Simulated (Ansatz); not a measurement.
# SrTiO3: what the fields show

```
Sr Ti O
1.0
    -5.44405   -5.44405    0.22221
     5.66626   -5.66626    0.00000
     2.64309    2.64309    3.83562
Sr Ti O
4 4 12
Direct
  0.75000 0.00000 0.50000
  0.25000 0.50000 0.50000
  0.75000 0.50000 0.50000
  0.25000 0.00000 0.50000
  0.75000 0.25000 0.00000
  0.25000 0.75000 0.00000
  0.75000 0.75000 0.00000
  0.25000 0.25000 0.00000
  0.50000 0.75000 0.50000
  0.00000 0.25000 0.50000
  0.50000 0.25000 0.50000
  0.00000 0.75000 0.50000
  0.77192 0.50000 0.00000
  0.27192 0.00000 0.00000
  0.50000 0.27192 0.00000
  0.00000 0.77192 0.00000
  0.72808 0.00000 0.00000
  0.22808 0.50000 0.00000
  0.50000 0.72808 0.00000
  0.00000 0.22808 0.00000
```

Space group C2/m; changed on purpose from its base cell (equal engineering shear yz, xz and xy -0.0400, equal normal strain along x, y and z +0.0000); computed without spin polarisation; PAW files of the earlier set (soft_1).

Theory: Ansatz, DFT PBE, scalar-relativistic, plane waves, PAW.

Core electrons are frozen (PAW), and the valence fields are smoothed inside the atomic spheres.

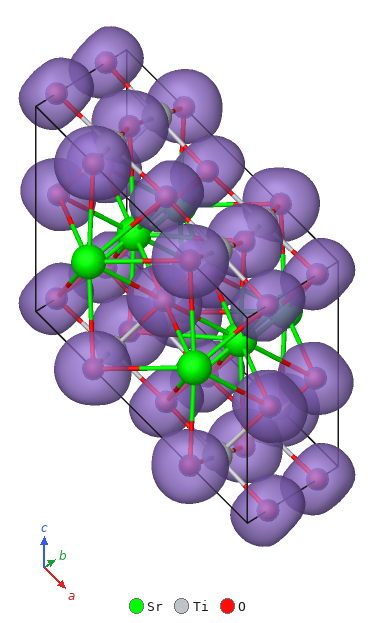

Figure 1. Isosurface of the electron localisation function at 0.6 (purple), seen slightly off an axis. Only the valence region is drawn (cores and ρ < 0.01 e/Å³ removed). Sticks mark near contacts.

### Identify the bonds, lone pairs and shells in this picture.

The ELF exceeds this value in twelve regions wrapped around O (the valence shell of each), counted in one cell of 20 atoms. Regions shared between cells count once. Along the contacts the grid gives the following. Ti–O (1.93 Å): the ELF peaks at about 0.80 in the valence shell of O, 0.6 Å from its nucleus, and is about 0.20 at the midpoint: no localised pair shows between them. Sr–O (2.57 Å): the ELF is about 0.10 at the midpoint (a closed-shell, largely ionic contact).

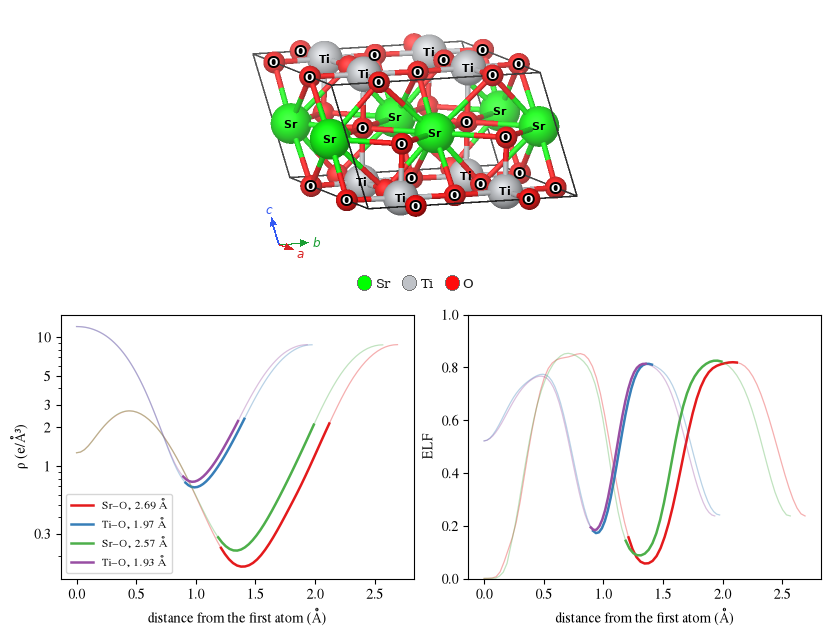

Figure 2. Valence charge density (pseudo) and electron localisation function along straight lines between neighbouring atoms. Thin, pale parts lie inside the atomic spheres. The structure is drawn too.

### Compare the contacts.

Sr–O (2.69 Å): ρ is about 0.17 e/Å³ halfway; the ELF is about 0.05 at the midpoint: an ionic contact with no shared pair.
Ti–O (1.97 Å): ρ is about 0.68 e/Å³ halfway; the ELF peaks at about 0.80 in the valence shell of O, 0.6 Å from its nucleus, and is about 0.20 at the midpoint: no shared electron pair shows on this line.
Sr–O (2.57 Å): ρ at the midpoint is about 0.23 e/Å³; the ELF is about 0.10 at the midpoint: a largely ionic contact.
Ti–O (1.93 Å): ρ at the midpoint is about 0.76 e/Å³; the ELF peaks at about 0.80 in the valence shell of O, 0.6 Å from its nucleus, and is about 0.20 at the midpoint (no localised pair shows between them).

### Metal or insulator at this level of theory?

It is gapped, with a Kohn–Sham gap of 1.7 eV on the k-point mesh (the band edges may lie off the mesh, which would make the gap smaller).
